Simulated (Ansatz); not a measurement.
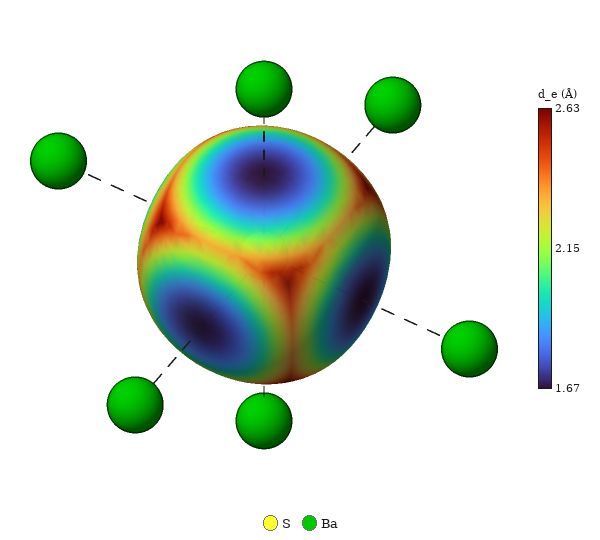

Hirshfeld surface computed for one S atom in BaS in space group Fm-3m, coloured by d_e. Dashed lines lead to the closest neighbours outside.

The surface is where the fragment's share of the procrystal density (the sum of the densities of spherically averaged neutral Hartree-Fock atoms) equals one half. d_i and d_e are the distances from the surface to the nearest nucleus inside and outside. From Rb on the atoms have core potentials, so only their outer electrons count.

Source of the atomic positions: the end point of a relaxation with DFT, PBE, all-electron LAPW, scalar-relativistic (Ansatz 0.2.0).

```cif
data_structure
_symmetry_space_group_name_H-M 'Fm-3m'
_symmetry_Int_Tables_number 225
_cell_length_a 6.4300
_cell_length_b 6.4300
_cell_length_c 6.4300
_cell_angle_alpha 90.000
_cell_angle_beta 90.000
_cell_angle_gamma 90.000
_cell_volume 265.85
loop_
_atom_site_label
_atom_site_type_symbol
_atom_site_symmetry_multiplicity
_atom_site_Wyckoff_symbol
_atom_site_fract_x
_atom_site_fract_y
_atom_site_fract_z
_atom_site_occupancy
Ba1 Ba 4 a 0.00000 0.00000 0.00000 1
S1 S 4 b 0.50000 0.00000 0.00000 1
```

Question: What is the shortest distance from the fragment to an atom outside it?

Answer: S–Ba, 3.22 Å.

Question: How is the surface shared among contacts (nearest atom inside ··· nearest atom outside)?

Answer: S···Ba 100 %. The surface faces 6 neighbours with more than 2 % of its area each: 6 Ba.

Question: Give the size and shape of the surface.

Answer: It encloses about 19.4 Å³, has an area of about 35 Å² and a globularity of 1.00 (1 for a sphere).
